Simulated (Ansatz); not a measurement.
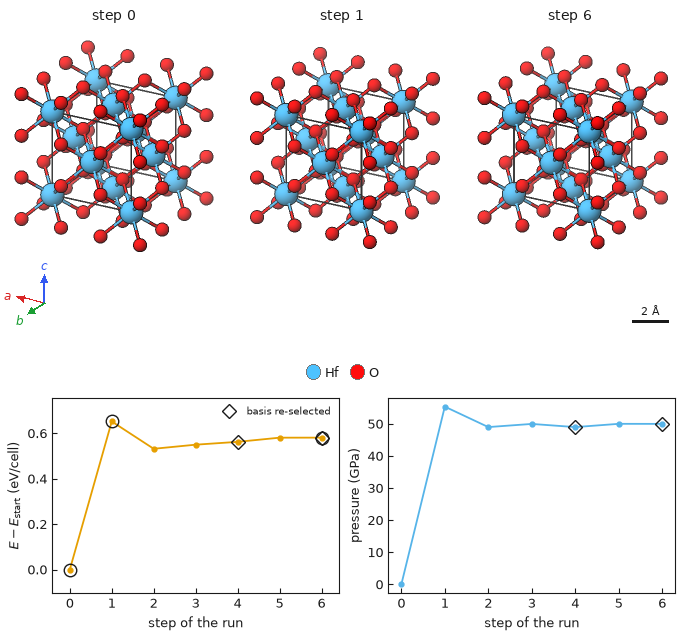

Frames of a relaxation of a crystal of HfO₂ (set up in Fm-3m), marked on the history of the run. Style: ball-and-stick. Shown: the conventional cell (4 times the calculation's cell), from a free direction. Lengths and directions refer to the drawn axes.

Case: relaxed at 50 GPa.

Method: DFT PBEsol, scalar-relativistic, plane waves, PAW (Ansatz 0.2.0). Settings: plane-wave cutoff 420 eV; k-point mesh 8 × 8 × 8; occupations fixed; target pressure 50 GPa; no spin polarisation; cell and atoms relaxed; force threshold 0.001 eV/Å; at most 60 steps.

> What happens along the run?

No atom moves by more than 0.005 Å relative to the cell. Cell: a = b = c 5.044 → 4.813 Å (−4.6 %). Volume −13.1 %. Among the contacts that change: Hf–Hf 3.566 → 3.403 Å, Hf–O 2.184 → 2.084 Å. The space group stays Fm-3m (No. 225). After 4 accepted moves (6 points after the start) the energy has risen by 0.581 eV per cell of the calculation. With the target pressure of 50 GPa, the enthalpy E + pV changes by −0.733 eV per cell of the calculation. All forces vanish by symmetry, so only the cell relaxes. Pressure: 0.00 GPa at the start and 50.00 GPa at the end. At 2 points the geometry stayed and the basis and grid were re-selected for the new cell (energy shift of 12.5 meV per cell of the calculation at most each time). From step 0 to 1: volume −13.9 %, energy +0.652 eV per cell of the calculation. From step 1 to 6: volume +0.9 %, energy −71.2 meV per cell of the calculation.
